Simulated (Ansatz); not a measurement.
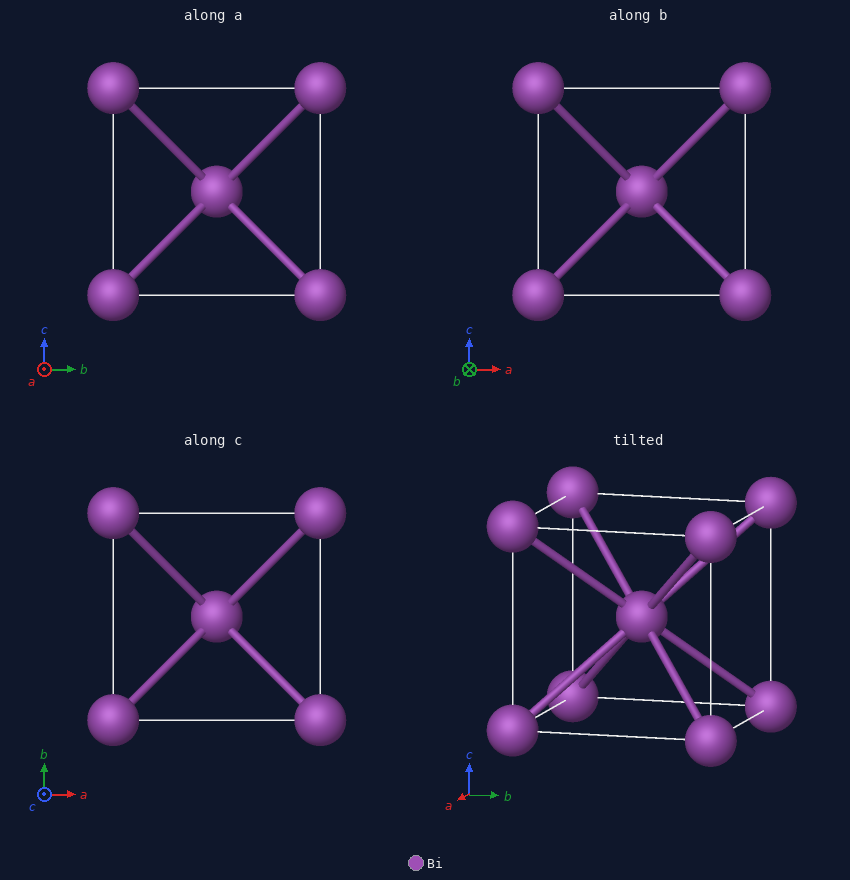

Drawn in the ball-and-stick manner and seen along the a axis, along the b axis, along the c axis and slightly off an axis. Thin lines show the conventional unit cell, with boundary atoms drawn in all their periodic places.

Lattice parameters: a = 4.0937 Å, b = 4.0937 Å, c = 4.0937 Å, α = 90.000°, β = 90.000°, γ = 90.000°.

> Convert the drawing into a CIF with its space group and independent sites.

```cif
data_structure
_symmetry_space_group_name_H-M 'I m -3 m'
_symmetry_Int_Tables_number 229
_cell_length_a 4.0937
_cell_length_b 4.0937
_cell_length_c 4.0937
_cell_angle_alpha 90.000
_cell_angle_beta 90.000
_cell_angle_gamma 90.000
_cell_volume 68.61
loop_
_atom_site_label
_atom_site_type_symbol
_atom_site_symmetry_multiplicity
_atom_site_Wyckoff_symbol
_atom_site_fract_x
_atom_site_fract_y
_atom_site_fract_z
_atom_site_occupancy
Bi1 Bi 2 a 0.0000 0.0000 0.0000 1
```

The starting point was a structure type filled with this element by a generator (whether the element takes this form wasn't checked). The cell was then strained or its atoms displaced on purpose. A calculation with Ansatz used it as input.
